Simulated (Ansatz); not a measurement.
# From PBEsol to G0W0: BaSrTi2O6 (perovskite [001] superlattice), part 2 of 3

Aim: the quasiparticle gap of BaSrTi2O6 (perovskite [001] superlattice), starting from PBEsol.

Ansatz 0.2.0; PBEsol, then G0W0 on it, plane waves, PAW. Known limits of the many-body steps: finite bands, screening cutoff and k mesh; no spin-orbit coupling in G0W0.

So far. Step 2 (Relaxation): The program's warnings for this run: band table not solved further.

## 3. The PBEsol band structure

Level of this step: DFT, PBEsol, plane waves, PAW; PAW set soft_1 (Ansatz).

Levels along a band path and on the mesh show where this functional puts the band edges.

File input.yaml:

```yaml
crystal:
  lattice:
    - [3.9230183724, 0.0, 0.0]
    - [0.0, 3.9230183724, 0.0]
    - [0.0, 0.0, 15.891451069]
  atoms:
    - { symbol: Sr, position: [0.0, 0.0, 0.056563162] }
    - { symbol: O, position: [0.5, 0.5, 0.0623640627] }
    - { symbol: Ti, position: [0.5, 0.5, 0.1783899353] }
    - { symbol: O, position: [0.5, 0.0, 0.1855802327] }
    - { symbol: O, position: [0.0, 0.5, 0.1855802327] }
    - { symbol: Sr, position: [0.0, 0.0, 0.3018132738] }
    - { symbol: O, position: [0.5, 0.5, 0.3076801959] }
    - { symbol: Ti, position: [0.5, 0.5, 0.4229808387] }
    - { symbol: O, position: [0.5, 0.0, 0.4288802332] }
    - { symbol: O, position: [0.0, 0.5, 0.4288802332] }
    - { symbol: Ba, position: [0.0, 0.0, 0.5534579145] }
    - { symbol: O, position: [0.5, 0.5, 0.560056261] }
    - { symbol: Ti, position: [0.5, 0.5, 0.677666613] }
    - { symbol: O, position: [0.5, 0.0, 0.6850606824] }
    - { symbol: O, position: [0.0, 0.5, 0.6850606824] }
    - { symbol: Ba, position: [0.0, 0.0, 0.8085657876] }
    - { symbol: O, position: [0.5, 0.5, 0.8147682558] }
    - { symbol: Ti, position: [0.5, 0.5, 0.9331207648] }
    - { symbol: O, position: [0.5, 0.0, 0.9417054133] }
    - { symbol: O, position: [0.0, 0.5, 0.9417054133] }
kpoints:
  mp_grid: { grid: [6, 6, 2] }
  band_path:
    path:
      - [[0.0, 0.0, 0.0], [0.0, 0.5, 0.0], [0.5, 0.5, 0.0], [0.0, 0.0, 0.0], [0.0, 0.0, 0.5], [0.0, 0.5, 0.5], [0.5, 0.5, 0.5], [0.0, 0.0, 0.5]]
      - [[0.0, 0.5, 0.0], [0.0, 0.5, 0.5]]
      - [[0.5, 0.5, 0.0], [0.5, 0.5, 0.5]]
    npoints: 10
hamiltonian:
  xc: pbesol
  pseudopotentials: { kind: paw, azcp: { folder: soft_1 }, xc_functional: pbe }
scf:
  occupations: { method: fermi_dirac, width: 0.02 }
  n_extra_bands: 10
output:
  eigenvalues: true
  forces: true
  stress: true
  write_density: true
  write_potential: true
  elf: true
  volumetric_format: npy
```

Started as:

```console
$ ansatz run input.yaml --threads 3 --pin off --max-ram 92160MiB --backend cuda --events-out ev --progress --plain --runs-dir out --devices 1 --max-vram 13GiB
```

Numbers of over 12 decimals in the logs are rounded to 6 here.

The log of the run:

```text
[...]
GPUs: using 1 of 1 available (devices: 1).
[...]
GPU FFT provider: cuFFT
GPU libraries: cuBLAS 13.8.2, cuFFT 12.4.0, cuSOLVER 12.3.4
Crystal: 20 atoms, lattice volume = 244.571 Å³
Basis set: ecut = 420 eV, 4821 PW (Γ), exchange–correlation on 54×54×216 points (8 copies of the dense FFT grid, shifted against one another)
Bands: 90, of which v1, the nominal top of the filled ones, is band 80 counted from 1 (79 counted from 0)
Symmetry: 8 space group operations
[...]
k-points: 20 of 72
[...]
GPU buffer pool allocated for 78732 grid points (all kernels)
[...]
SCF iter   1: F=—  HF=-35371.785889 eV  |F-HF|=—  |Δ(HF+E_count)|=         —  Δρ=5.53e-2  dr2=1.18e1  ethr=3.10e-3  ⟨swp⟩=8.0  Hψ=7853  notcnv=0  defer=3
[...]
SCF iter  10: F=-35369.786984 eV  HF=-35369.786984 eV  |F-HF|=5.19e-8  |Δ(HF+E_count)|=   6.57e-8  Δρ=6.19e-6  dr2=8.06e-8  ethr=6.25e-11  ⟨swp⟩=18.0  Hψ=17889  notcnv=0
SCF 1 converged in 10 iterations: F = -35369.786984 eV  dr2 = 8.06e-8
[...]
NSCF: frozen V_eff on 93 k-points
SCF converged after 10 iterations
Free energy (F): -35369.786984 eV
[...]
Internal energy: -35369.786984 eV  (E = F + TS)
E sigma→0 (E₀):  -35369.786984 eV
Fermi energy:    11.128548 eV
[...]
--- Forces (eV/Å), atoms counted from 1 ---
  atom   1  Sr    -0.00000000     0.00000000     0.00035790
  atom   2  O      0.00000000     0.00000000     0.00298276
  atom   3  Ti    -0.00000000     0.00000000    -0.00095312
  atom   4  O      0.00000000     0.00000000     0.00070838
  atom   5  O     -0.00000000     0.00000000     0.00070838
  atom   6  Sr     0.00000000     0.00000000    -0.00149670
  atom   7  O      0.00000000     0.00000000    -0.00098968
  atom   8  Ti     0.00000000     0.00000000    -0.00331245
  atom   9  O      0.00000000     0.00000000     0.00124390
  atom  10  O      0.00000000     0.00000000     0.00124390
  atom  11  Ba     0.00000000     0.00000000    -0.00110694
  atom  12  O     -0.00000000     0.00000000    -0.00069831
  atom  13  Ti    -0.00000000     0.00000000     0.00013675
  atom  14  O     -0.00000000     0.00000000     0.00019526
  atom  15  O      0.00000000     0.00000000     0.00019526
  atom  16  Ba     0.00000000     0.00000000     0.00263359
  atom  17  O     -0.00000000     0.00000000    -0.00564620
  atom  18  Ti     0.00000000     0.00000000     0.00524633
  atom  19  O      0.00000000     0.00000000    -0.00068927
  atom  20  O      0.00000000     0.00000000    -0.00068927
  max |Σ_I F_I| component: 7.05e-5 eV/Å
--- Stress (GPa, compression-positive) ---
       -0.011966       0.000000      -0.000000
        0.000000      -0.011966       0.000000
       -0.000000       0.000000      -0.004969
  P = ⅓ Tr σ = -0.0096 GPa (-0.096 kbar)
--- Band table (eV; the first three rows and the last of 20) ---
  k-point 0: bands = [... 76 lower, 9.6287, 9.7581, 9.8025, 9.8025, 12.0495, 12.1173, 12.1306, 12.2250, ... 6 higher]
  k-point 1: bands = [... 76 lower, 9.7087, 9.7087, 9.7799, 9.7799, 12.0604, 12.0849, 12.1578, 12.2194, ... 6 higher]
  k-point 2: bands = [... 76 lower, 9.3794, 9.4244, 9.5700, 9.6951, 12.3380, 12.6151, 12.6506, 12.6631, ... 6 higher]
  k-point 19: bands = [... 76 lower, 10.1298, 10.1390, 10.1664, 10.2008, 14.0649, 14.0649, 14.0945, 14.0945, ... 6 higher]
```

The job ended after 19 s (1 × NVIDIA H100 80GB HBM3 (shared by 6 runs) with 3 threads of AMD EPYC 7R13 (Zen 3), shared host; peak memory 1.2 GiB; 33 s of CPU time).

This step gave:

* pressure: -0.009634 GPa
* filled bands: 80
* gap: 1.848 eV
* valence top at: M
* conduction bottom at: Γ
* least direct gap: 2.247 eV

Over mesh and path the gap is 1.848 eV, from k = (0.500, 0.500, 0.000) to k = Γ. The least direct gap found is 2.247 eV, at k = Γ.

The electronic bands at the labelled points (eV, zero at the top of the highest nominally filled band):

| point | band 77 | band 78 | band 79 | band 80 | band 81 | band 82 | band 83 | band 84 |
| --- | --- | --- | --- | --- | --- | --- | --- | --- |
| Γ | -0.57 | -0.44 | -0.40 | -0.40 | 1.85 | 1.92 | 1.93 | 2.02 |
| X | -0.87 | -0.72 | -0.67 | -0.18 | 2.24 | 3.04 | 3.06 | 3.73 |
| M | -0.08 | -0.05 | -0.04 | 0.00 | 3.80 | 3.80 | 4.07 | 4.07 |
| Γ | -0.57 | -0.44 | -0.40 | -0.40 | 1.85 | 1.92 | 1.93 | 2.02 |
| Z | -0.49 | -0.49 | -0.42 | -0.42 | 1.86 | 1.88 | 1.96 | 2.02 |
| R | -1.10 | -1.08 | -0.39 | -0.24 | 2.46 | 2.52 | 3.48 | 3.68 |
| A | -0.07 | -0.06 | -0.04 | 0.00 | 3.86 | 3.86 | 3.89 | 3.89 |
| Z | -0.49 | -0.49 | -0.42 | -0.42 | 1.86 | 1.88 | 1.96 | 2.02 |
| jump to X | -0.87 | -0.72 | -0.67 | -0.18 | 2.24 | 3.04 | 3.06 | 3.73 |
| R | -1.10 | -1.08 | -0.39 | -0.24 | 2.46 | 2.52 | 3.48 | 3.68 |
| jump to M | -0.08 | -0.05 | -0.04 | 0.00 | 3.80 | 3.80 | 4.07 | 4.07 |
| A | -0.07 | -0.06 | -0.04 | 0.00 | 3.86 | 3.86 | 3.89 | 3.89 |

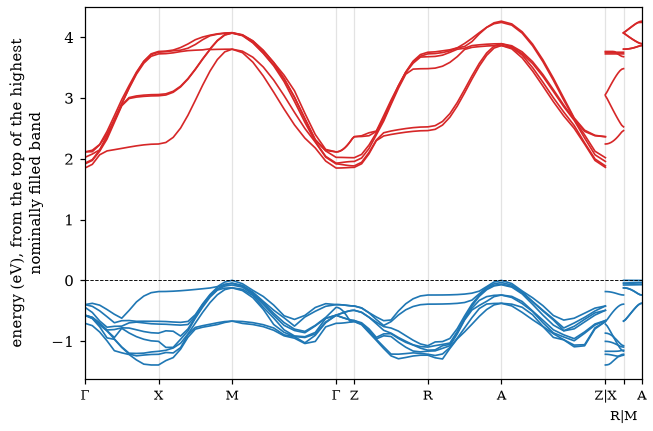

Electronic bands along the path; lines of filled and empty bands in two colours.

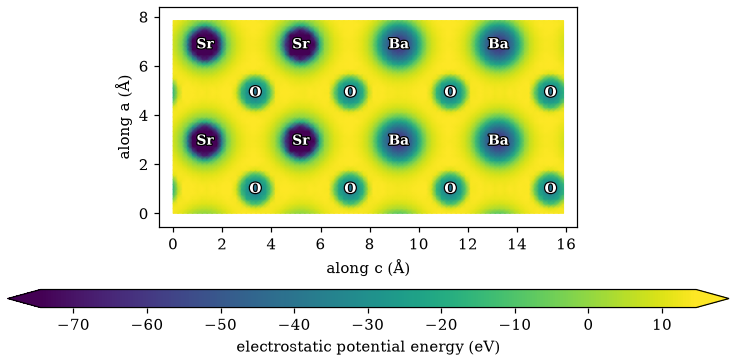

Electrostatic potential energy in the ca plane at fractional y = 0.000, with atoms of Sr and O and Ba within 0.2 Å of it. With pseudopotentials it is smooth inside the atoms' cores, unlike the true potential. The map starts off the cell's origin, so that atoms lie inside it.

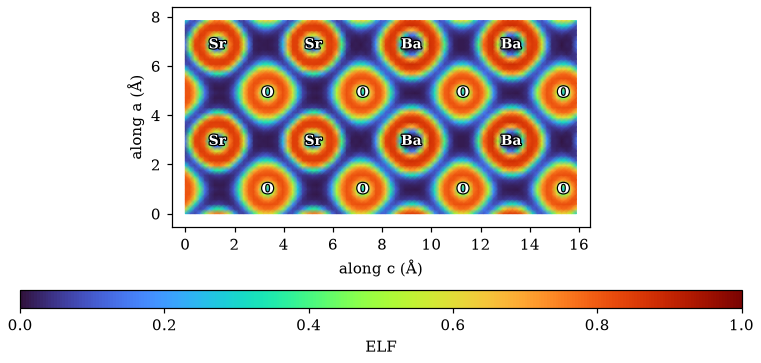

ELF in the ca plane at fractional y = 0.000, with atoms of Sr and O and Ba within 0.2 Å of it. It is the smooth field of the valence electrons, not physical close to the nuclei. The map starts off the cell's origin, so that atoms lie inside it.

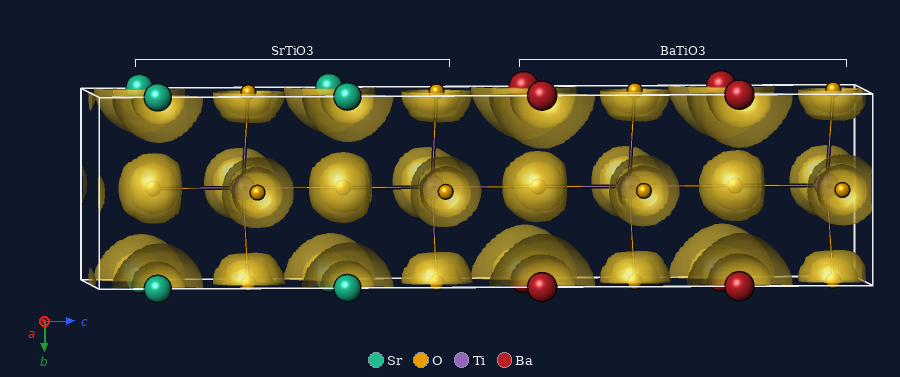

Surface of ELF = 0.8.

## 4. G0W0 on the 6×6×2 mesh

G0W0 replaces the xc potential by a self-energy built once from the orbitals of the start. Levels are corrected in the window of bands that the input names, at points of the mesh.

This step: G0W0 on PBEsol, plane waves, PAW; PAW set soft_1.

Changes to input.yaml since step 3:

```diff
@@ -28,8 +28,2 @@
   mp_grid: { grid: [6, 6, 2] }
-  band_path:
-    path:
-      - [[0.0, 0.0, 0.0], [0.0, 0.5, 0.0], [0.5, 0.5, 0.0], [0.0, 0.0, 0.0], [0.0, 0.0, 0.5], [0.0, 0.5, 0.5], [0.5, 0.5, 0.5], [0.0, 0.0, 0.5]]
-      - [[0.0, 0.5, 0.0], [0.0, 0.5, 0.5]]
-      - [[0.5, 0.5, 0.0], [0.5, 0.5, 0.5]]
-    npoints: 10
 hamiltonian:
@@ -38,11 +32,8 @@
 scf:
-  occupations: { method: fermi_dirac, width: 0.02 }
-  n_extra_bands: 10
-output:
-  eigenvalues: true
-  forces: true
-  stress: true
-  write_density: true
-  write_potential: true
-  elf: true
-  volumetric_format: npy
+  occupations: { method: fixed }
+gw:
+  n_empty_bands: 823
+  ecut_chi: 130.0
+  qp_bands: [v4, c4]
+  qp_kpoints: band_edges
+  screening: { model: contour_deformation }
```

The log of the run:

```text
GPUs: using 1 of 1 available (devices: 1).
[...]
GPU FFT provider: cuFFT
GPU libraries: cuBLAS 13.8.2, cuFFT 12.4.0, cuSOLVER 12.3.4
Crystal: 20 atoms, lattice volume = 244.571 Å³
Basis set: ecut = 420 eV, 4821 PW (Γ)
Bands: 100, of which v1, the nominal top of the filled ones, is band 80 counted from 1 (79 counted from 0)
Symmetry: 8 space group operations
[...]
k-points: 20 of 72
[...]
GPU buffer pool allocated for 78732 grid points (all kernels)
[...]
SCF iter   1: F=—  HF=-35371.762106 eV  |F-HF|=—  |Δ(HF+E_count)|=         —  Δρ=5.52e-2  dr2=1.09e1  ethr=3.10e-3  ⟨swp⟩=4.5  Hψ=6749  notcnv=0  defer=348
[...]
SCF iter  12: F=-35369.787592 eV  HF=-35369.787592 eV  |F-HF|=4.23e-8  |Δ(HF+E_count)|=   5.69e-8  Δρ=5.72e-6  dr2=7.42e-8  ethr=6.25e-11  ⟨swp⟩=14.1  Hψ=10915  notcnv=0
SCF 1 converged in 12 iterations: F = -35369.787592 eV  dr2 = 7.42e-8
[...]
the band table was solved once the SCF had ended and its energy, with any forces and stress, was formed, with the checks that follow a solve (8199 applications of the Hamiltonian). They found nothing against the state; the energy, forces and stress were not computed again (output.eigenvalues in the input reference)
[...]
G₀W₀ screening: q 1/20
[... further progress lines ...]
SCF converged after 12 iterations
Free energy (F): -35369.787592 eV
[...]
Internal energy: -35369.787592 eV  (E = F + TS)
E sigma→0 (E₀):  -35369.787592 eV
Fermi energy:    10.201705 eV
[...]
--- Band table (eV; the first three rows and the last of 20) ---
  k-point 0: bands = [... 76 lower, 9.6287, 9.7581, 9.8025, 9.8025, 12.0495, 12.1172, 12.1305, 12.2248, ... 16 higher]
  k-point 1: bands = [... 76 lower, 9.7086, 9.7086, 9.7799, 9.7799, 12.0603, 12.0848, 12.1578, 12.2192, ... 16 higher]
  k-point 2: bands = [... 76 lower, 9.3794, 9.4245, 9.5699, 9.6951, 12.3380, 12.6151, 12.6506, 12.6631, ... 16 higher]
  k-point 19: bands = [... 76 lower, 10.1298, 10.1392, 10.1665, 10.2007, 14.0649, 14.0649, 14.0945, 14.0945, ... 16 higher]
--- G₀W₀: contour deformation, 7 samples at zero and on the imaginary axis and 2 off it, 72 q-points, 823 empty bands' worth ---
  eigenvalues of the whole cell's RPA ε∞ on this k-mesh (on a slab, of 1 + 4πα/V) = 5.6727, 6.1405, 6.1405; static W/v taken at q = 0 is 0.165572
  bands read: the sum over 903 bands ends inside a degenerate multiplet in 1 slot, whose members it reads at an even weight; the widest, k=18: bands 903 to 904 (counted from 1) at 1/2 each
  gw.qp_kpoints: band_edges: 18 of 20 stored k-points solved, in 1 pass; an edge of the gap read off the rows below is read off those points alone
    valence top: of the k-points left out ik 8 came nearest to being solved in a further pass, in band 79 (counted from 1, as in the quasiparticle table): it holds the edge there only if its correction is more favourable than any solved in that band by at least 0.572 eV; those differ by 0.093 eV
    conduction bottom: of the k-points left out ik 8 came nearest to being solved in a further pass, in band 81 (counted from 1, as in the quasiparticle table): it holds the edge there only if its correction is more favourable than any solved in that band by at least 0.536 eV; those differ by 0.064 eV
    ik  band        ε_KS         Σx   Σc(E_QP)       V_xc       Z   E_QP_lin       E_QP  E_QP is
     0    77      9.6287   -25.8236     4.4138   -21.0360  0.7292     9.2523     9.2550  root
     0    78      9.7581   -26.0996     4.3772   -21.3696  0.7309     9.4029     9.4052  root
     0    79      9.8025   -25.6850     4.2117   -21.1360  0.7310     9.4632     9.4652  root
     0    80      9.8025   -25.6850     4.2117   -21.1360  0.7310     9.4632     9.4652  root
     0    81     12.0495   -12.6333    -6.3933   -20.3116  0.7437    13.3653    13.3345  root
     0    82     12.1172   -12.7602    -6.4873   -20.5543  0.7411    13.4568    13.4241  root
     0    83     12.1305   -12.7083    -6.4973   -20.5143  0.7417    13.4720    13.4392  root
     0    84     12.2248   -12.8480    -6.6169   -20.7989  0.7386    13.5941    13.5589  root
     1    77      9.7086   -25.8078     4.3160   -21.1277  0.7303     9.3421     9.3445  root
     1    78      9.7086   -25.8078     4.3160   -21.1277  0.7303     9.3421     9.3445  root
     1    79      9.7799   -25.7111     4.2637   -21.1065  0.7304     9.4369     9.4390  root
     1    80      9.7799   -25.7111     4.2637   -21.1065  0.7304     9.4369     9.4390  root
     1    81     12.0603   -12.6880    -6.4149   -20.3888  0.7426    13.3773    13.3462  root
     1    82     12.0848   -12.6191    -6.4279   -20.3467  0.7436    13.4162    13.3845  root
     1    83     12.1578   -12.8228    -6.5480   -20.6875  0.7396    13.5082    13.4744  root
     1    84     12.2192   -12.8197    -6.6039   -20.7560  0.7391    13.5866    13.5515  root
     2    77      9.3794   -25.4322     4.4809   -20.5664  0.7222     8.9914     8.9945  root
     2    78      9.4245   -25.3496     4.4687   -20.4978  0.7223     9.0383     9.0414  root
     2    79      9.5699   -25.3635     4.0386   -21.0005  0.7306     9.2436     9.2455  root
     2    80      9.6951   -25.9363     4.3703   -21.2102  0.7305     9.3370     9.3393  root
     2    81     12.3380   -13.1952    -6.0772   -20.5422  0.7414    13.6381    13.6078  root
     2    82     12.6151   -13.6353    -6.2829   -21.1793  0.7308    13.9095    13.8762  root
     2    83     12.6506   -13.6514    -6.3416   -21.2712  0.7302    13.9634    13.9287  root
     2    84     12.6631   -13.5914    -6.3531   -21.2239  0.7309    13.9769    13.9425  root
     3    77      9.4516   -25.3746     4.0684   -20.9687  0.7304     9.1120     9.1141  root
     3    78      9.4905   -25.5670     4.3977   -20.8057  0.7248     9.1244     9.1270  root
     3    79      9.5187   -25.3021     4.0509   -20.9290  0.7299     9.1946     9.1965  root
     3    80      9.5780   -25.6679     4.3970   -20.9148  0.7263     9.2195     9.2219  root
     3    81     12.5440   -13.4895    -6.1161   -20.8691  0.7360    13.8392    13.8075  root
     3    82     12.5719   -13.5440    -6.1826   -20.9878  0.7346    13.8651    13.8331  root
     3    83     12.6733   -13.6863    -6.3617   -21.3326  0.7295    13.9930    13.9579  root
     3    84     12.6857   -13.6929    -6.2704   -21.2354  0.7303    13.9918    13.9578  root
     4    77      9.3990   -25.7470     4.5065   -20.8494  0.7262     9.0048     9.0078  root
     4    78      9.5147   -25.2808     4.6138   -20.2565  0.7205     9.1007     9.1043  root
     4    79      9.5291   -25.4192     4.5814   -20.4386  0.7222     9.1266     9.1299  root
     4    80      9.8047   -25.4618     4.6710   -20.3800  0.7215     9.3904     9.3939  root
     4    81     12.4078   -13.2462    -6.2631   -20.8086  0.7382    13.7402    13.7071  root
     4    82     13.2104   -14.1010    -6.5429   -21.9533  0.7192    14.5617    14.5197  root
     4    83     13.2292   -14.0839    -6.5389   -21.9339  0.7197    14.5822    14.5403  root
     4    84     13.5215   -14.4837    -6.7027   -22.4633  0.7079    14.8446    14.7984  root
[...]
18    81     14.0045   -14.7621    -7.0805   -23.1638  0.6963    15.3824    15.3257  root
    18    82     14.0045   -14.7621    -7.0805   -23.1638  0.6963    15.3824    15.3257  root
    18    83     14.2701   -14.6327    -7.3297   -23.2849  0.6904    15.6541    15.5926  root
    18    84     14.2701   -14.6327    -7.3297   -23.2849  0.6904    15.6541    15.5926  root
    19    77     10.1298   -25.7783     4.7069   -20.6887  0.7216     9.7443     9.7472  root
    19    78     10.1392   -25.8239     4.7432   -20.7160  0.7211     9.7719     9.7745  root
    19    79     10.1665   -25.8794     4.7296   -20.7875  0.7216     9.8016     9.8042  root
    19    80     10.2007   -25.9046     4.6996   -20.8198  0.7224     9.8126     9.8155  root
    19    81     14.0649   -14.6884    -7.1711   -23.1745  0.6938    15.4383    15.3799  root
    19    82     14.0649   -14.6884    -7.1711   -23.1745  0.6938    15.4383    15.3799  root
    19    83     14.0945   -14.7794    -7.1133   -23.2209  0.6960    15.4807    15.4227  root
    19    84     14.0945   -14.7794    -7.1133   -23.2209  0.6960    15.4807    15.4227  root
```

The job ended after 5.9 min (1 × NVIDIA H100 80GB HBM3 (shared by 6 runs) with 3 threads; peak memory 5.5 GiB; 11 min of CPU time).

Numbers from this step:

```yaml
bands_summed: 903
rpa_eps_infinity_on_this_mesh_eigenvalues: 5.673, 6.140, 6.140
plane_waves_in_the_screening_matrix: 841
q_points_in_the_mesh: 72
g0w0_gap_over_the_corrected_points: 3.515 eV
k_of_the_valence_top: -0.5, -0.5, 0
k_of_the_conduction_bottom: 0, 0, 0
starting_gap_on_the_mesh: 1.848 eV
z_at_the_valence_top: 0.7224
z_at_the_conduction_bottom: 0.7437
least_direct_g0w0_gap_over_the_corrected_points: 3.869 eV
```

Over 18 of 20 irreducible mesh points the G0W0 gap is 3.515 eV, from k = (-0.500, -0.500, 0.000) to k = Γ. The PBEsol gap of this run on the mesh is 1.848 eV. The two states that bound the G0W0 gap lie that far apart at the start, so the correction of the gap is 3.515 − 1.848 = +1.667 eV. The program's warnings for this run: metallic iterate.

Labels follow the order of the start: v1 is the top filled band, c1 the lowest empty one; levels that stay degenerate share a row, the window can cut a multiplet, doubted levels are not marked in this list, bands outside the window were not corrected, and the list may be a part of the corrected levels. The levels before and after the correction (eV, zero at the valence-band top of each column):

|  | conduction bottom | valence top |
| --- | --- | --- |
| Kohn-Sham | 1.85 | 0.00 |
| G0W0 | 3.52 | 0.00 |

|  | level | occupation | energy (eV) |
| --- | --- | --- | --- |
| Kohn-Sham | Γ v3 | 2 | -0.444 |
| Kohn-Sham | Γ v2-v1 | 2 | -0.399 |
| Kohn-Sham | Γ c1 | 0 | 1.848 |
| Kohn-Sham | Γ c2 | 0 | 1.916 |
| Kohn-Sham | Γ c3 | 0 | 1.929 |
| Kohn-Sham | (-0.5 -0.5 0) v3 | 2 | -0.050 |
| Kohn-Sham | (-0.5 -0.5 0) v2 | 2 | -0.045 |
| Kohn-Sham | (-0.5 -0.5 0) v1 | 2 | 0.000 |
| Kohn-Sham | (-0.5 -0.5 0) c1-c2 | 0 | 3.803 |
| Kohn-Sham | (-0.5 -0.5 0) c3 | 0 | 4.068 |
| G0W0 | Γ v3 | 2 | -0.414 |
| G0W0 | Γ v2-v1 | 2 | -0.354 |
| G0W0 | Γ c1 | 0 | 3.515 |
| G0W0 | Γ c2 | 0 | 3.605 |
| G0W0 | Γ c3 | 0 | 3.620 |
| G0W0 | (-0.5 -0.5 0) v3 | 2 | -0.024 |
| G0W0 | (-0.5 -0.5 0) v2 | 2 | -0.037 |
| G0W0 | (-0.5 -0.5 0) v1 | 2 | 0.000 |
| G0W0 | (-0.5 -0.5 0) c1-c2 | 0 | 5.507 |
| G0W0 | (-0.5 -0.5 0) c3 | 0 | 5.774 |

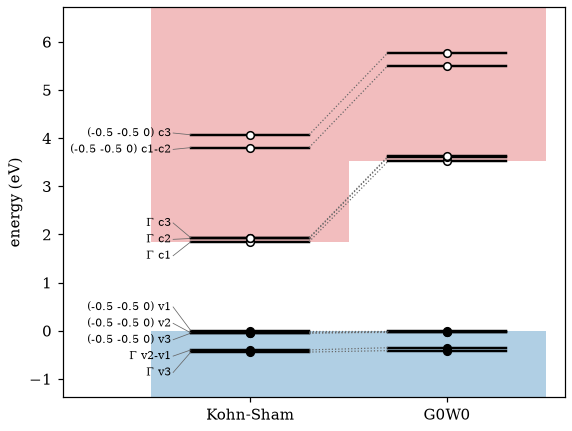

Levels before and after the correction. Shaded: valence and conduction bands. Filled marks are occupied levels, open marks empty ones.

The parts of the quasiparticle energy for the two states that bound the G0W0 gap, in eV on the run's own scale (QP = start + Σx + Σc − Vxc, with Σc at the quasiparticle energy):

| edge | k | band | start | Σx | Σc | Vxc | Z | QP |
| --- | --- | --- | --- | --- | --- | --- | --- | --- |
| valence top | (-0.500, -0.500, 0.000) | 80 | 10.202 | −25.911 | 4.701 | −20.827 | 0.722 | 9.819 |
| conduction bottom | Γ | 81 | 12.050 | −12.633 | −6.393 | −20.312 | 0.744 | 13.335 |

(Continued in part 3 of 3.)

[Paths, hosts, dates, memory and timing lines, banners, echoed tables and standing remarks are left out of the program output.]

[Logs are printed without paths, hosts, clocks, repeated set-up lines and the standing remarks that a program may print on its own settings, such as how far it seeks lower states.]

[Runs of the session that timed out or met a known fault of the program may be left out.]

[Cells called generated may have been cut or substituted from an entry of the Crystallography Open Database or the Materials Project.]

[Hosts, paths, dates, database ids (printed as entryN), source tags and the programs' standing remarks are cut or masked in the printed files.]

[Where an RPA ε∞ is given, it is that of the G0W0 mesh and is not shown converged in it. Names of k-points follow the symmetry that the program found, which can be lower than the space group named. Band edges on a path are those of the sampled points; other points can move an edge, and change direct to indirect where valleys lie close.]

[Hybrid gaps are those of their k-mesh and are not shown converged in it.]
